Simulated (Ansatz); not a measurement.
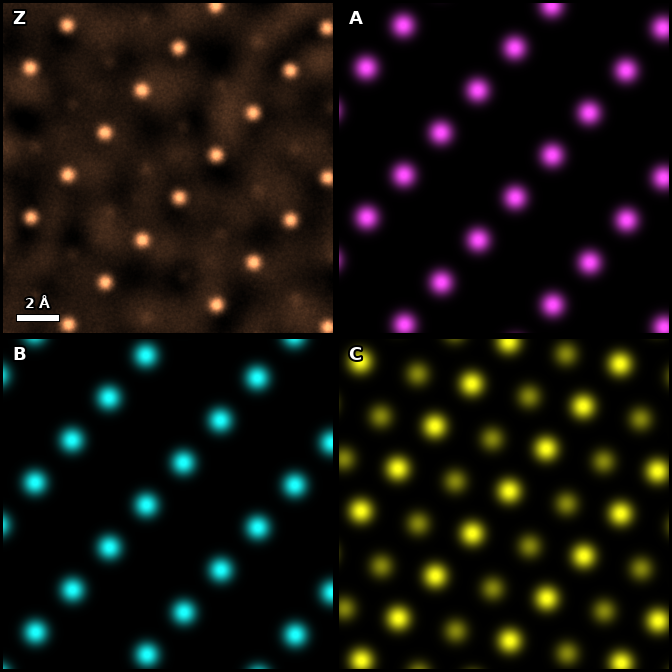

TiPbO$_{3}$ (P4mm, No. 99) along [110]. Panel Z: Simulated incoherent Z contrast: every atom adds Z^1.8 spread by a probe of 0.55 Å full width; channelling and multiple scattering are left out. Shot noise and the speckle of an amorphous layer were added. The other panels are simulated element maps (the number of atoms of one element along the beam, blurred by 0.9 Å; each on its own scale, no channelling). Atomic positions: coordinates from a relaxation with DFT, PAW plane waves, pbe+U in Ansatz 0.2.0.

Space group P4mm (No. 99). a = 3.848 Å, b = 3.848 Å, c = 4.780 Å, α = 90.00°, β = 90.00°, γ = 90.00°
```json
{"atom": "Pb", "site": "1a", "symmetry": "4mm", "x": "0.0000", "y": "0.0000", "z": "0.9227"}
{"atom": "Ti", "site": "1b", "symmetry": "4mm", "x": "0.5000", "y": "0.5000", "z": "0.4821"}
{"atom": "O", "site": "1b", "symmetry": "4mm", "x": "0.5000", "y": "0.5000", "z": "0.1169"}
{"atom": "O", "site": "2c", "symmetry": "2mm.", "x": "0.5000", "y": "0.0000", "z": "0.5942"}
```

**Which element does each lettered map show?**

A: Pb, B: Ti, C: O. The projected cell (2.72 × 4.78 Å, 90°) holds 4 columns: 2 of O, 1 of Pb and 1 of Ti. No column is shared by two of the mapped elements.
